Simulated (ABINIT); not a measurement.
NaCl (Fm-3m): refractive index against wavelength

The refractive index of NaCl (Fm-3m) below the direct gap (5.15 eV on the mesh) is read from one computed spectrum, n = √(Re ε).

Cell: a, b, c = 3.974, 3.974, 3.974 Å (primitive vectors), 2 atoms.

Method: ABINIT 10.8.3, PBE, independent particles, k-mesh 11×11×11, Lorentzian half width 0.05 eV.

Launch of the response step: `optic optic.abi`. The run took 47 s, its band step included, on 4 threads of AMD EPYC 7R43 64-Core Processor (Zen 3), on a shared host.

| wavelength (nm) | photon energy E (eV) | n |
| --- | --- | --- |
| 850 | 1.459 | 1.6669 |
| 700 | 1.771 | 1.6733 |
| 633 | 1.959 | 1.6778 |
| 532 | 2.331 | 1.6885 |
| 450 | 2.755 | 1.7039 |
| 405 | 3.061 | 1.7173 |
| 365 | 3.397 | ? |

In the single-oscillator model n² − 1 = E₀E_d/(E₀² − E²), so 1/(n² − 1) = E₀/E_d − E²/(E₀E_d) is linear in E².

Working, on the rows shown:

| x = E² (eV²) | y = 1/(n² − 1) |
| --- | --- |
| 2.12762 | 0.562254 |
| 3.13716 | 0.555576 |
| 3.83641 | 0.55096 |
| 5.43137 | 0.540239 |
| 7.59115 | 0.52541 |
| 9.37179 | 0.513052 |

Means: x̄ = 5.2493, ȳ = 0.54125. Σ(x − x̄)(y − ȳ) = -0.2631, Σ(x − x̄)² = 38.71. Slope = -0.2631 / 38.71 = -0.006795; intercept = ȳ − slope · x̄ = 0.57692. Turned back into n, the line misses the rows shown by at most 0.00023.

Q: Fill in the last column of the withheld row.

A: At x = 11.538 the line gives y = 0.49851, that is 1.7338. The run gave 1.7349, so the extrapolation is off by 0.0011, 1.7 % of the range in the table.

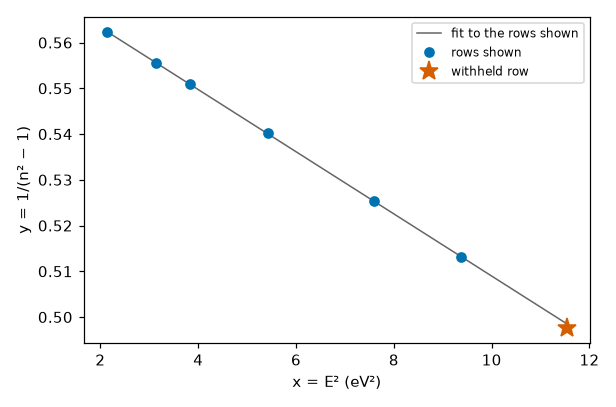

Refitted with all rows, the slope is -0.006867 and the intercept 0.57722. These give E₀ = √(intercept/−slope) = 9.17 eV and E_d = E₀/intercept = 15.9 eV; E₀ is 1.8 times the direct gap. The electronic limit at long wavelengths, without lattice vibrations, is n = √(1 + 1/intercept) = 1.653. The cell comes from an older database entry, whose edges can be off by a per cent or so. Excitons are left out and so are local fields; PBE gaps are as a rule too small. The values come from a sum over the points of one k-mesh and carry its error, which grows as the direct gap shrinks.
